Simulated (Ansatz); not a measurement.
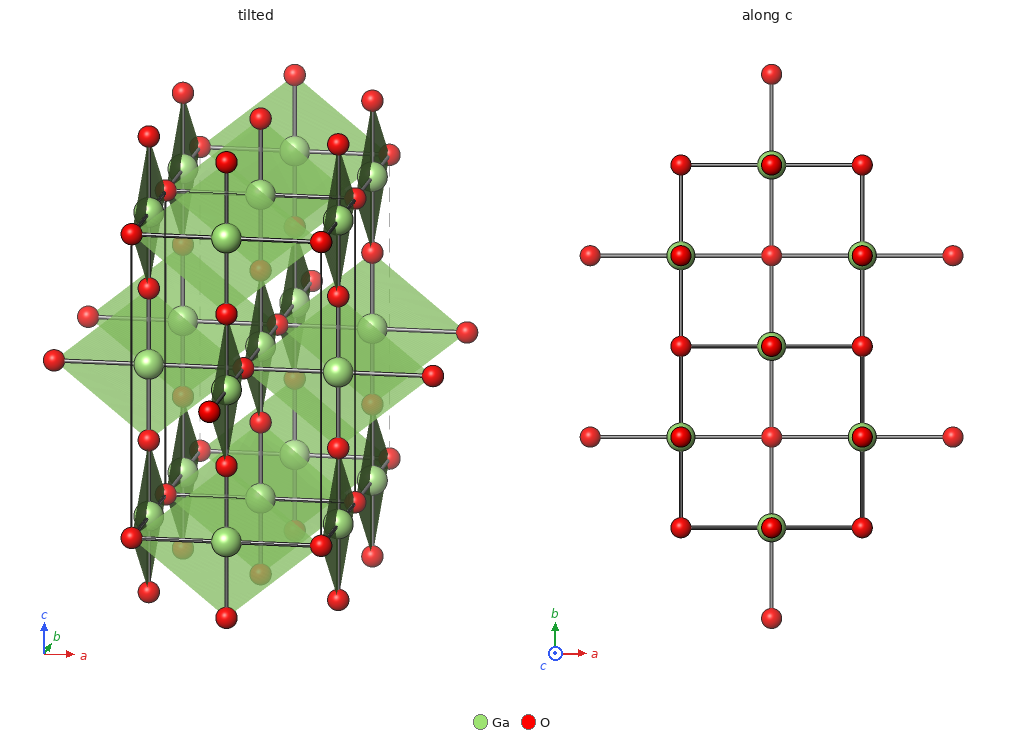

A polyhedral rendering, viewed slightly off an axis and along the c axis. One conventional unit cell is drawn solid; the view covers 1×2×1 cells. Some atoms of the next cells are drawn as well.

Ga2O3, space group I4/mmm (No. 139), a = 4.34 Å, b = 4.34 Å, c = 7.03 Å, α = 90.00°, β = 90.00°, γ = 90.00°.

All computed values are from DFT PBE, scalar-relativistic, plane waves, PAW (Ansatz 0.2.0). Settings: a 420 eV plane-wave basis, k-points about 0.17 Å⁻¹ apart, Gaussian smearing of 0.1 eV, no spin polarisation.

### Does it come out as a metal, or with a gap?

A metal: bands cross the Fermi level.

### Give the pressure and its sign.

The computed pressure is 0.0 GPa, close to zero.

Provenance: a random cell made by a generator, so it need not be a real form of the compound. Earlier steps of the study may have refined or changed the cell and positions. Ansatz was used for an electronic-structure calculation on it.
